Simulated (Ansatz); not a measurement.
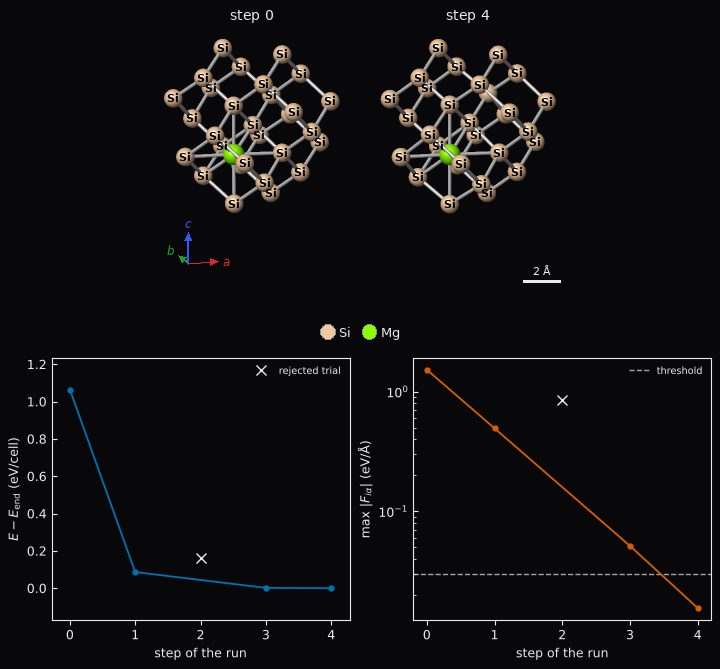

First and last geometry of a relaxation of a defect cell of composition Si64Mg, with the history of the run. A ball-and-stick model of the atoms within 5.0 Å of the atom that moves most (axes of the cell of the calculation (origin shifted)), seen slightly off an axis.

These are results of Ansatz 0.2.0, DFT, PBEsol, PAW, plane waves, not measurements. (plane-wave cutoff 420 eV; k-point mesh 1 × 1 × 1; mesh shifted by (0.25, 0.25, 0.25); no spin polarisation; atoms relaxed in a fixed cell; force threshold 0.03 eV/Å; at most 80 steps)

### Read the history and describe the run.

It converged. Over 3 accepted moves (4 points after the start) the energy falls by 1.065 eV per cell of the calculation. The largest force component goes from 1.5 to 0.016 eV/Å. The line search rejected the trial step at point 2 of the run. A Si atom moves most: 0.17 Å along [1 2 2]. By element the largest moves are Si 0.17 Å, Mg 0.01 Å. The cell stays as it was. Near-neighbour distances that change, for instance: Mg–Si 2.330 → 2.496 Å, Mg–Si 2.365 → 2.503 Å, Si–Si 2.310 → 2.442 Å, Si–Si 2.310 → 2.415 Å. Among the angles between lasting bonds that change: Si–Si–Si 108.0° → 114.0°, Si–Si–Si 108.9° → 113.9°, Si–Si–Si 109.9° → 106.2°.
